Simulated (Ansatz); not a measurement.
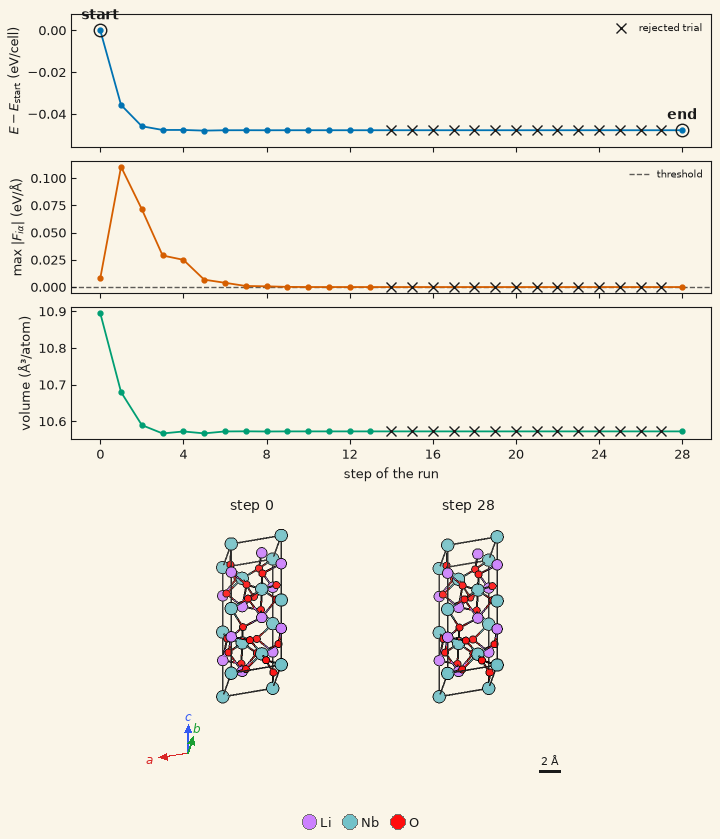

First and last geometry of a relaxation of solid LiNbO₃ (set up in R3c), with the history of the run. Style: ball-and-stick. Shown: the conventional cell (3 times the calculation's cell), from a free direction. Lengths and directions refer to the drawn axes.

Level of theory: DFT PBE+D3(BJ), scalar-relativistic, plane waves, PAW; settings changed in Ansatz 0.2.0.

Input file:
```yaml
crystal:
  lattice:
    - [2.5947505979, 1.4980799562, 4.6714899528]
    - [-2.5947505979, 1.4980799562, 4.6714899528]
    - [0.0, -2.9961599123, 4.6714899528]
  atoms:
    - { symbol: Li, position: [0.2816011198, 0.2816011198, 0.2816011198] }
    - { symbol: Li, position: [0.7816011198, 0.7816011198, 0.7816011198] }
    - { symbol: Nb, position: [0.0004547361, 0.0004547361, 0.0004547361] }
    - { symbol: Nb, position: [0.5004547361, 0.5004547361, 0.5004547361] }
    - { symbol: O, position: [0.1104440279, 0.3581697208, 0.7211453954] }
    - { symbol: O, position: [0.7211453954, 0.1104440279, 0.3581697208] }
    - { symbol: O, position: [0.3581697208, 0.7211453954, 0.1104440279] }
    - { symbol: O, position: [0.2211453954, 0.8581697208, 0.6104440279] }
    - { symbol: O, position: [0.8581697208, 0.6104440279, 0.2211453954] }
    - { symbol: O, position: [0.6104440279, 0.2211453954, 0.8581697208] }
basis:
  ecutwfc: 420
kpoints:
  mp_grid: { grid: [6, 6, 6] }
hamiltonian:
  xc: pbe
  dispersion: d3bj
scf:
  occupations: { method: gaussian, width: 0.02 }
  max_iter: 50
output:
  forces: true
  eigenvalues: true
  stress: true
relax:
  adjacent_minimum: "off"
  f_tol: 1.0e-09
  max_steps: 30
  cell: { stress_tol: 0.05 }
```

Run as
```bash
ansatz run input.yaml --threads 2 --pin off --max-ram 5120MiB --backend cpu --events-out ev --progress --plain --runs-dir out
```

> Read the history and describe the run.

The relaxation stopped without meeting its thresholds, so the last structure isn't shown to be converged. The input was poor on purpose: a force tolerance that can't be met. The largest moves relative to the cell, 0.029 Å, are those of O5, O6, O7, O8, O9 and O10. O10 goes along [−2 −3 0]. Largest moves by element: O 0.029 Å, Nb 0.004 Å, Li 0.001 Å. Cell: a = b 5.190 → 5.134 Å (−1.1 %), c 14.014 → 13.895 Å (−0.8 %). Volume −3.0 %. Among the contacts that change: Li1–O10 2.082 → 2.035 Å, Nb3–O10 2.159 → 2.138 Å, Li1–O5 2.267 → 2.248 Å. The space group stays R3c (No. 161). After 14 accepted moves (28 points after the start) the energy has fallen by 47.7 meV per cell of the calculation. The largest force component goes from 0.008 to under 0.0001 eV/Å. Pressure: −3.35 GPa at the start and 0.00 GPa at the end. The line search rejected the trial steps at points 14, 15, 16, 17, 18, 19, 20, 21 and more of the run.

```csv
step,"E − E(0), meV/atom","largest force component, eV/Å","pressure, GPa","volume, Å³/atom",note
0,0.00,0.0080,-3.35,10.895,
1,-3.57,0.1105,-0.29,10.680,
2,-4.58,0.0715,0.28,10.590,
3,-4.76,0.0290,0.07,10.567,
4,-4.76,0.0250,-0.01,10.572,
5,-4.79,0.0068,0.10,10.567,
6,-4.77,0.0039,0.01,10.572,
7,-4.77,0.0010,0.00,10.573,
8,-4.78,0.0007,0.01,10.572,
9,-4.77,0.0002,0.00,10.573,
10,-4.77,0.0000,0.00,10.573,
11,-4.77,0.0000,0.00,10.573,
12,-4.77,0.0000,0.00,10.573,
13,-4.77,0.0000,0.00,10.573,
14,-4.77,0.0000,0.00,10.573,rejected
15,-4.77,0.0000,0.00,10.573,rejected
16,-4.77,0.0000,0.00,10.573,rejected
17,-4.77,0.0000,0.00,10.573,rejected
18,-4.77,0.0000,0.00,10.573,rejected
19,-4.77,0.0000,0.00,10.573,rejected
20,-4.77,0.0000,0.00,10.573,rejected
21,-4.77,0.0000,0.00,10.573,rejected
22,-4.77,0.0000,0.00,10.573,rejected
23,-4.77,0.0000,0.00,10.573,rejected
24,-4.77,0.0000,0.00,10.573,rejected
25,-4.77,0.0000,0.00,10.573,rejected
26,-4.77,0.0000,0.00,10.573,rejected
27,-4.77,0.0000,0.00,10.573,rejected
28,-4.77,0.0000,0.00,10.573,
```
